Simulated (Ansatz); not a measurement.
This input was run:

```
crystal:
  lattice:
    - [6.3671172895, 0.0, 0.0]
    - [0.0, 6.3671172895, 0.0]
    - [0.0, 0.0, 22.3671172895]
  atoms:
    - { symbol: W, position: [0.25, 0.75, 0.3576679058] }
    - { symbol: W, position: [0.25, 0.25, 0.3576679058] }
    - { symbol: W, position: [0.75, 0.75, 0.3576679058] }
    - { symbol: W, position: [0.75, 0.25, 0.3576679058] }
    - { symbol: W, position: [0.5, 0.5, 0.4288339529] }
    - { symbol: W, position: [0.5, 0.0, 0.4288339529] }
    - { symbol: W, position: [0.0, 0.5, 0.4288339529] }
    - { symbol: W, position: [0.0, 0.0, 0.4288339529] }
    - { symbol: W, position: [0.75, 0.25, 0.5] }
    - { symbol: W, position: [0.75, 0.75, 0.5] }
    - { symbol: W, position: [0.25, 0.25, 0.5] }
    - { symbol: W, position: [0.25, 0.75, 0.5] }
    - { symbol: W, position: [0.0, 0.0, 0.5711660471] }
    - { symbol: W, position: [0.0, 0.5, 0.5711660471] }
    - { symbol: W, position: [0.5, 0.0, 0.5711660471] }
    - { symbol: W, position: [0.5, 0.5, 0.5711660471] }
    - { symbol: W, position: [0.25, 0.75, 0.6423320942] }
    - { symbol: W, position: [0.25, 0.25, 0.6423320942] }
    - { symbol: W, position: [0.75, 0.75, 0.6423320942] }
    - { symbol: W, position: [0.75, 0.25, 0.6423320942] }
basis:
  ecutwfc: 420
kpoints:
  mp_grid: { grid: [3, 3, 1] }
hamiltonian:
  xc: pbe
scf:
  occupations: { method: gaussian, width: 0.1 }
output:
  forces: true
  eigenvalues: true
  write_density: true
  write_potential: true
  elf: true
  volumetric_format: npy
relax:
  adjacent_minimum: "off"
  f_tol: 0.03
  max_steps: 70
  constraints: [{ sites: [0, 1, 2, 3, 4, 5, 6, 7] }]
efield:
  axis: 3
  dipole_correction: true
  ramp_width: 0.04
```

Command:
```bash
ansatz run input.yaml --threads 4 --pin off --max-ram 10240MiB --backend cpu --events-out ev --progress --plain --runs-dir out
```

What does the potential across the slab give for the work function?

The work function is 4.07 eV at the right face and 4.22 eV at the left. The vacuum levels differ by 0.15 eV, so the slab carries a dipole along its normal. Some atoms were held fixed in the relaxation, which can itself make the faces differ. The outermost atoms are 6.2 Å apart, which leaves 16.2 Å of vacuum in a cell 22.4 Å high.

Spin-orbit coupling is left out, which matters for W.

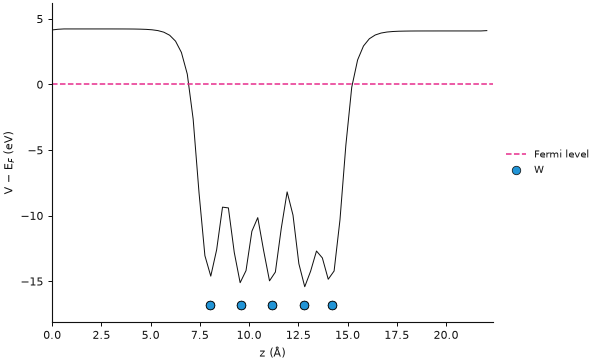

Plane-averaged electrostatic potential energy of an electron across the slab; circles at the bottom mark the heights of the atoms (positions after relaxation).
